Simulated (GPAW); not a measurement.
## BN (P6_3/mmc): refractive index against wavelength

The refractive index of BN (P6_3/mmc) along x below the direct gap (4.67 eV on the mesh) is read from one computed spectrum, n = √(Re ε). x, y and z are the Cartesian axes of the input cell.

Symmetry: P6_3/mmc, No. 194, hexagonal system. The conventional cell has a = 2.498 Å, b = 2.498 Å, c = 6.636 Å, α = 90.00°, β = 90.00°, γ = 120.00°. N on site d has 3 B at 1.44 Å as nearest neighbours. B on site c has 3 N at 1.44 Å as nearest neighbours.

Method: GPAW 26.7.0, PBE, RPA, k-mesh 15×15×5, local fields up to 70 eV, Lorentzian half width 0.12 eV.

Launch of the response step: `OMP_NUM_THREADS=1 python df.py`. The run took 67 s, its band step included, on 1 thread of Arm Neoverse V2, with other jobs on the host.

| wavelength (nm) | photon energy E (eV) | n |
| --- | --- | --- |
| 1064 | 1.165 | 2.1683 |
| 850 | 1.459 | 2.1819 |
| 700 | 1.771 | 2.2007 |
| 633 | 1.959 | 2.2144 |
| 532 | 2.331 | 2.2479 |
| 450 | 2.755 | 2.2991 |
| 405 | 3.061 | ? |

In the single-oscillator model n² − 1 = E₀E_d/(E₀² − E²), so 1/(n² − 1) = E₀/E_d − E²/(E₀E_d) is linear in E².

Working, on the rows shown:

| x = E² (eV²) | y = 1/(n² − 1) |
| --- | --- |
| 1.35784 | 0.270159 |
| 2.12762 | 0.265909 |
| 3.13716 | 0.260208 |
| 3.83641 | 0.256176 |
| 5.43137 | 0.246728 |
| 7.59115 | 0.233325 |

Means: x̄ = 3.9136, ȳ = 0.25542. Σ(x − x̄)(y − ȳ) = -0.1546, Σ(x − x̄)² = 26.16. Slope = -0.1546 / 26.16 = -0.005911; intercept = ȳ − slope · x̄ = 0.27855. Turned back into n, the line misses the rows shown by at most 0.0014.

Question: Predict the last column of the withheld row from the fit.

Answer: At x = 9.3718 the line gives y = 0.22315, that is 2.3412. The run gave 2.3477, so the extrapolation is off by 0.0065, 4 % of the range in the table.

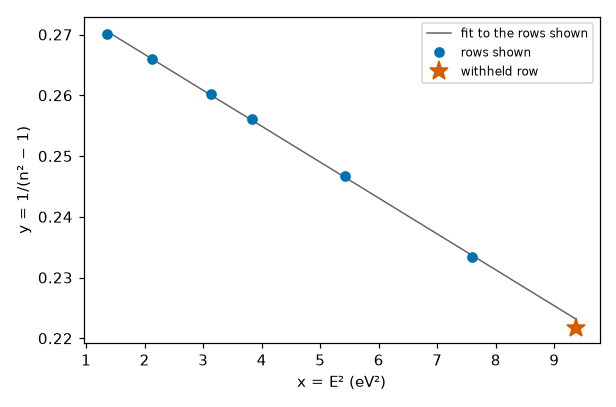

Refitted with all rows, the slope is -0.006048 and the intercept 0.27898. These give E₀ = √(intercept/−slope) = 6.79 eV and E_d = E₀/intercept = 24.3 eV; E₀ is 1.5 times the direct gap. The electronic limit at long wavelengths, without lattice vibrations, is n = √(1 + 1/intercept) = 2.141. The cell comes from an older database entry, whose edges can be off by a per cent or so. Excitons are left out; PBE gaps are as a rule too small. The values come from a sum over the points of one k-mesh and carry its error, which grows as the direct gap shrinks.
